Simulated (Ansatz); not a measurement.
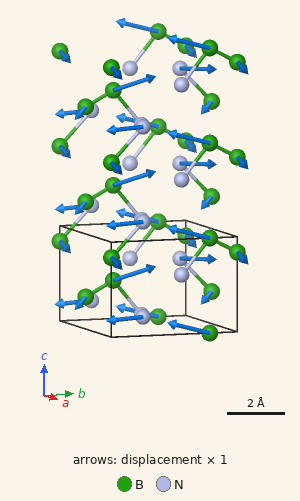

This is a relaxation of solid BN (built on the random type) (coarse preliminary run). The starting structure is drawn; blue arrows show the displacements (the part carried along by the change of the cell is left out), at their true length.

The picture is a ball-and-stick view of the cell of the calculation, repeated 1 × 1 × 3 with one cell outlined, seen slightly off an axis.

Case: random cell with space group Pmn2_1 (No. 31).

The calculation used DFT PBE, scalar-relativistic, plane waves, PAW (Ansatz). (plane-wave cutoff 420 eV; k-point mesh 4 × 4 × 6; occupations gaussian; smearing width 0.1 eV; no spin polarisation; cell and atoms relaxed; force threshold 0.04 eV/Å; at most 70 steps)

Q: Describe the change and its energy.

A: The largest moves relative to the cell, 1.67 Å, are those of B atoms. By element the largest moves are B 1.67 Å, N 1.39 Å. The drawn cell changes as follows: a 5.259 → 7.082 Å (+34.7 %), b 4.716 → 7.206 Å (+52.8 %), c 3.364 → 2.625 Å (−22.0 %); the volume changes by +60.5 %. Some distances before and after: B–B 1.168 → 3.833 Å, B–N 2.449 → 1.312 Å, B–N 2.355 → 1.312 Å, B–N 1.694 → 1.312 Å. New bonds form: B–N (2.36 → 1.31 Å), B–N (2.45 → 1.31 Å). Bonds break: B–B (1.17 → 3.83 Å). The space group (tolerance 0.01 Å) goes from Pmn2_1 (No. 31) to Cmcm (No. 63). Over 26 accepted moves (31 points after the start) the energy falls by 4229 meV per atom. Largest force component: 29 eV/Å at the start, 0.0042 eV/Å at the end. Pressure: 16.34 GPa at the start and 0.10 GPa at the end. The line search rejected the trial step at point 25 of the run. The SCF was repeated 4 times at an unchanged geometry on a basis and grid sized afresh for the cell, which shifted the energy by 53.3 meV per atom at most. Cost: 5 min on 1 thread of Arm Neoverse V1 (shared host), peak memory 0.39 GiB.
